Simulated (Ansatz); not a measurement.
System: Ga.

Input

```
crystal:
  lattice:
    - [1.49065, -4.0795, 0.02615]
    - [1.40935, 4.0505, -0.05515]
    - [-0.0317, -0.0317, 3.17]
  atoms:
    - { symbol: Ga, position: [0.867, 0.133, 0.25] }
    - { symbol: Ga, position: [0.133, 0.867, 0.75] }
kpoints:
  mp_grid: { grid: [15, 15, 13] }
scf:
  occupations: { method: fermi_dirac, width: 0.05 }
hamiltonian:
  xc: pbe
  pseudopotentials: { kind: paw }
output:
  forces: true
  stress: true
  eigenvalues: true
  efg: { contact_densities: true }
  write_density: true
  write_potential: true
  elf: true
  volumetric_format: npy
```

Run with:

```sh
ansatz run input.yaml --threads 1 --pin off --max-ram 2048MiB --backend cpu --events-out ev --progress --plain --runs-dir out
```

Below, planes, directions and counts refer to the conventional cell (a = 2.90 Å, b = 3.17 Å, c = 4.29 Å, α = 88.53°, β = 71.38°, γ = 88.86°).

Space group P-1; changed on purpose from its base cell (equal xy, yz and zx shear strains of -2 %, PAW files).

Theory: Ansatz 0.2.0, DFT, PBE, PAW with Ansatz's default frozen-core files, scalar-relativistic.

Question: What will maps of the valence pseudo-density and electron localisation function show?

Answer: Ga–Ga (2.66 Å): ρ is about 0.28 e/Å³ halfway; the ELF reaches about 0.50 near the midpoint.
Ga–Ga (2.81 Å): the density is about 0.22 e/Å³ at the midpoint; the ELF is about 0.40 at the midpoint.
Ga–Ga (2.88 Å): the density is about 0.2 e/Å³ at the midpoint; the ELF is about 0.35 at the midpoint.

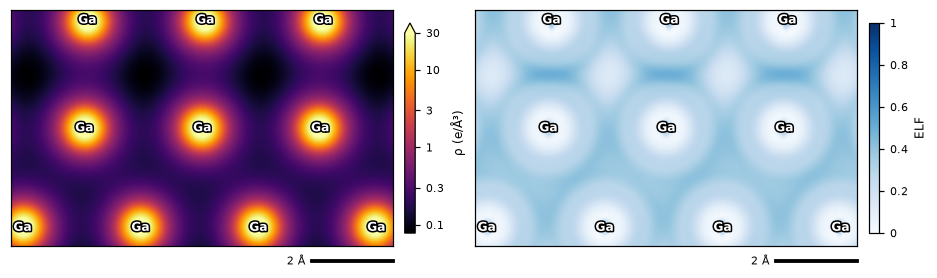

Computed valence pseudo-density and electron localisation function on the (011) plane of the conventional cell, in this order. 

The density is the valence pseudo-density of a PAW calculation; it isn't the true density close to the nuclei.
